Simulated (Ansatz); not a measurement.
# Calculations on Si$_{22}$ZrO$_{48}$

## 1. Relaxation

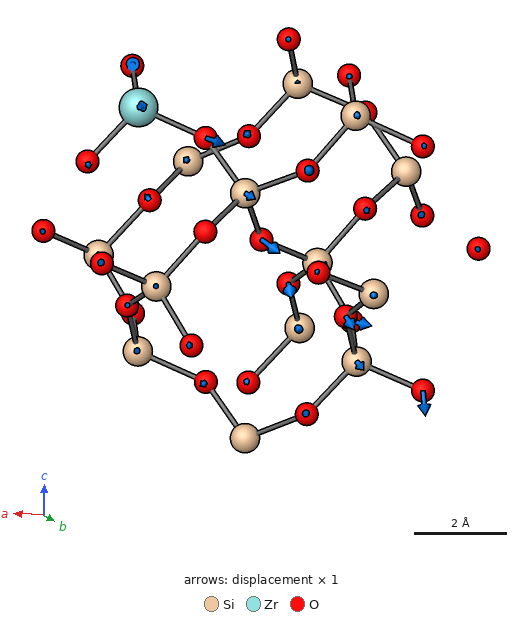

A relaxation of a defect cell of composition Si₂₂ZrO₄₈. The starting structure is drawn; blue arrows show the displacements, at their true length.

A ball-and-stick model of the atoms within 5.0 Å of the atom that moves most (axes of the cell of the calculation, reduced to other axes (origin shifted)), seen from a free direction. Lengths and directions refer to the drawn axes.

Theory: DFT, PBEsol, PAW, plane waves (Ansatz 0.2.0). Set-up: plane-wave cutoff 420 eV; k-point mesh 1 × 1 × 1; mesh shifted by (0.25, 0.25, 0.25); collinear spin; atoms relaxed in a fixed cell; force threshold 0.03 eV/Å; at most 80 steps.

Describe the change and its energy.

Answer. After 12 accepted moves (14 points after the start) the energy has fallen by 10.311 eV per cell of the calculation. The largest force component goes from 16 to 0.014 eV/Å. The line search rejected the trial steps at points 10, 13 of the run. The largest move is that of an O atom, 0.64 Å along [−2 2 −1]. By element the largest moves are O 0.64 Å, Si 0.40 Å, Zr 0.31 Å. The cell stays as it was. Among the contacts that change: O–Zr 1.618 → 1.946 Å, O–Zr 1.631 → 1.936 Å, O–Si 1.590 → 1.681 Å, O–Si 1.680 → 1.619 Å. Among the angles between lasting bonds that change: Si–O–Si 140.5° → 162.2°, Si–O–Si 144.3° → 156.7°, Si–O–Si 142.4° → 132.5°.

## 2. Defect

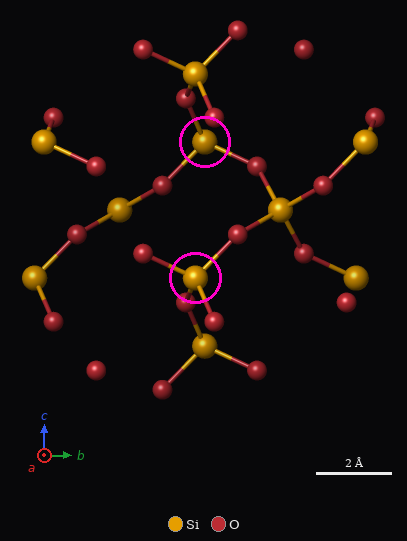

Perfect SiO₂. The picture is a ball-and-stick view of the atoms within 5.4 Å of one point, in a slice 5.0 Å thick across the line of sight, seen along the a axis.

Theory: DFT, PBEsol, PAW, plane waves (Ansatz 0.2.0). (plane-wave cutoff 420 eV; k-point mesh 1 × 1 × 1; mesh shifted by (0.25, 0.25, 0.25); collinear spin) Fermi-Dirac smearing of 0.01 eV. The axes drawn are those of the host's conventional cell.

A silicon atom is replaced by zirconium and a silicon atom is taken out (a vacancy), the two sites 4.4 Å apart at the ringed places, in charge state 0. The supercell has 72 sites, and the atoms are relaxed at the host's cell.

**How do the neighbours respond?**

In the host the Si atom has 4 O at 1.62 Å; the Zr atom ends with 4 O at 1.94 to 1.95 Å. Around the empty Si site the host had 4 O at 1.62 Å; after relaxation the nearest atoms are 1 O at 1.10 Å. Of the host's atoms, an oxygen atom moves furthest from its site, by 0.70 Å. The Zr atom itself moves 0.32 Å from where it was put. The cell's net moment is 4.00 μB.

The relaxed defect, seen from the same direction:

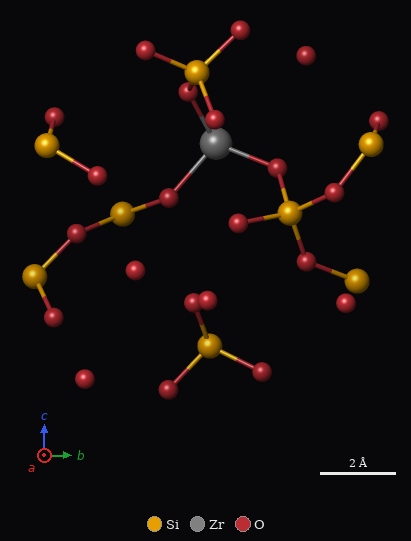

## 3. Defect

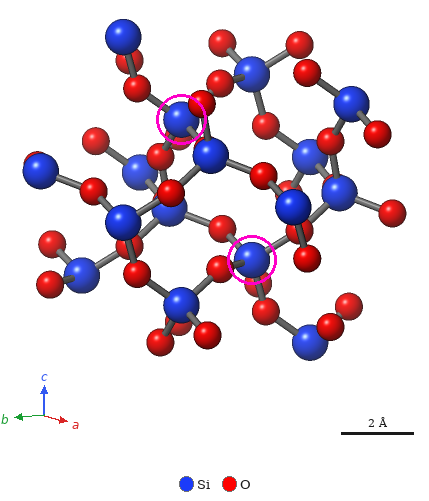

Perfect SiO2. The picture is a ball-and-stick view of the atoms within 5.5 Å of one point, seen from a free direction.

Computed with DFT, PBEsol, PAW, plane waves in Ansatz 0.2.0. Set-up: plane-wave cutoff 420 eV; k-point mesh 1 × 1 × 1; mesh shifted by (0.25, 0.25, 0.25); collinear spin. Fermi-Dirac smearing of 0.01 eV. The axes drawn are those of the host's conventional cell.

A silicon atom is replaced by zirconium and a silicon atom is taken out (a vacancy), the two sites 4.4 Å apart at the ringed places, in charge state 0. The supercell has 72 sites, and the atoms are relaxed at the host's cell.

Q: How do the neighbours respond?

A: In the host the Si atom has 4 O at 1.62 Å; the Zr atom ends with 4 O at 1.94 to 1.95 Å. Around the empty Si site the host had 4 O at 1.62 Å; after relaxation the nearest atoms are 1 O at 1.10 Å. Of the host's atoms, an oxygen atom moves furthest from its site, by 0.70 Å. The Zr atom itself moves 0.32 Å from where it was put. The cell's net moment is 4.00 μB.

The relaxed defect, seen from the same direction:

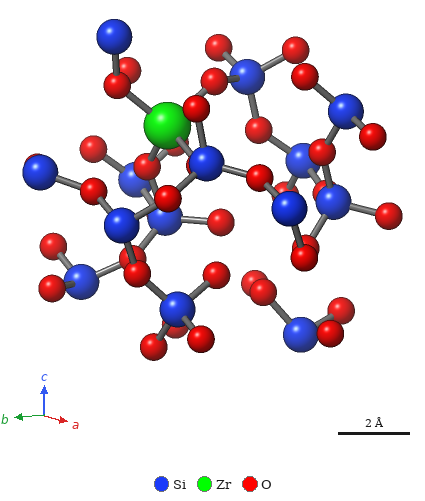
